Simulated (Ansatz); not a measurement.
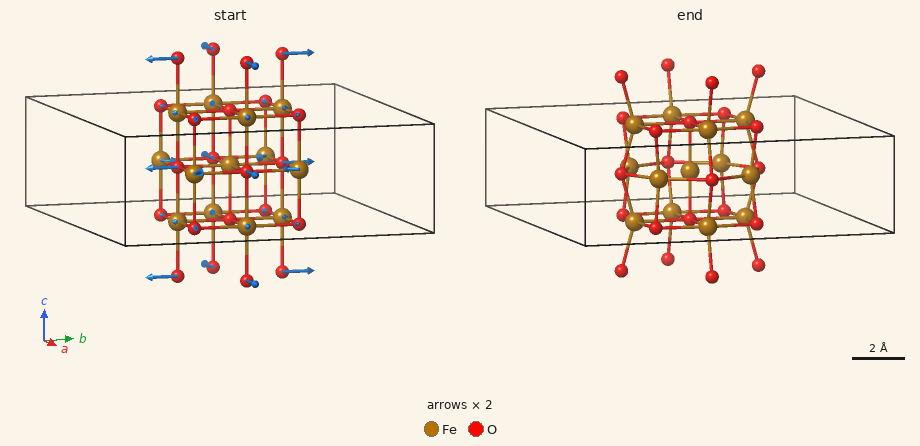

The structure of a wire of composition FeO before (left) and after (right) a relaxation, at one scale. The blue arrows give the displacements (the part carried along by the change of the cell is left out), magnified 2 times.

The picture is a ball-and-stick view of the cell of the calculation, with the vacuum cut short (origin shifted), seen slightly off an axis.

Case: wire along [0 0 1], 18 atoms a period.

All numbers below come from DFT PBE, scalar-relativistic, plane waves, PAW (Ansatz). Set-up: plane-wave cutoff 420 eV; k-point mesh 1 × 1 × 8; occupations gaussian; smearing width 0.05 eV; collinear spin; cell relaxed at fixed a, b, alpha, beta, gamma; force threshold 0.02 eV/Å; at most 45 steps.

> Summarise the run.

The largest moves relative to the layer's centre, 0.67 Å, are those of O atoms. Largest moves by element: O 0.67 Å, Fe 0.37 Å. Along the periodic axis the drawn cell goes c 4.309 → 3.834 Å (−11.0 %). Some distances before and after: Fe–O 2.154 → 2.821 Å, Fe–O 2.154 → 1.917 Å, Fe–O 2.154 → 1.991 Å, Fe–O 2.154 → 2.284 Å. Bonds break: Fe–O (2.15 → 2.82 Å). Bond angles that change, for instance: O–Fe–O 90.0° → 142.5°, Fe–O–Fe 180.0° → 127.5°, Fe–O–Fe 180.0° → 148.7°. The energy falls by 3.935 eV per cell of the calculation in 11 accepted moves (13 points after the start). The largest force component goes from 1.1 to 0.00069 eV/Å. The SCF was repeated twice at an unchanged geometry on a basis and grid sized afresh for the cell, which shifted the energy by 42.2 meV per cell of the calculation at most. The run took 12 min on 4 threads of Arm Neoverse V1 (shared host), peak memory 2.8 GiB.

Limits of the set-up: the k-point mesh is coarse for a cell with partly filled bands.
